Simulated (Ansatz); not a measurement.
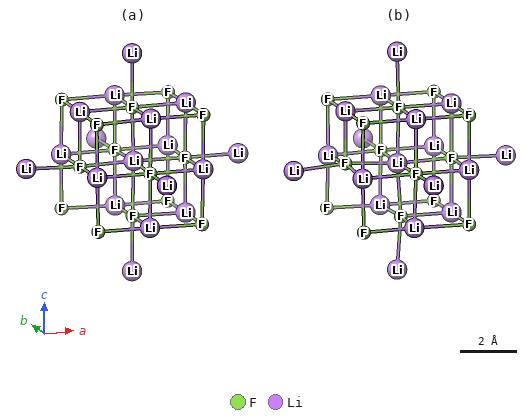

The structure of a defect cell of composition F32Li31 (cell charge +1) before (left) and after (right) a relaxation, at one scale.

Style: ball-and-stick. Shown: the atoms within 4.2 Å of the atom that moves most (axes of the cell of the calculation), slightly off an axis.

Theory: DFT, PBEsol, PAW, plane waves (Ansatz 0.2.0). Settings: plane-wave cutoff 420 eV; k-point mesh 1 × 1 × 1; mesh shifted by (0.25, 0.25, 0.25); collinear spin; atoms relaxed in a fixed cell; force threshold 0.03 eV/Å; at most 80 steps.

> Describe what moved and what it gained.

Over 3 geometry steps the energy falls by 0.398 eV per cell of the calculation. Largest force component: 0.53 eV/Å at the start, 0.012 eV/Å at the end. The largest move is that of a Li atom, 0.12 Å along [−3 1 −3]. By element the largest moves are Li 0.12 Å, F 0.11 Å. The cell doesn't change. Among the contacts that change: F–Li 1.944 → 2.054 Å, F–Li 2.072 → 1.965 Å, F–Li 2.010 → 1.915 Å, F–Li 1.971 → 2.050 Å. Bond angles that change, for instance: F–Li–F 87.1° → 97.8°, Li–F–Li 179.1° → 172.0°, Li–F–Li 177.5° → 171.9°.

Limits of the set-up: the periodic images lie only 8.0 Å apart, so the values are limited by the cell's size; the cell is charged, on a uniform background, and energies carry no finite-size correction.
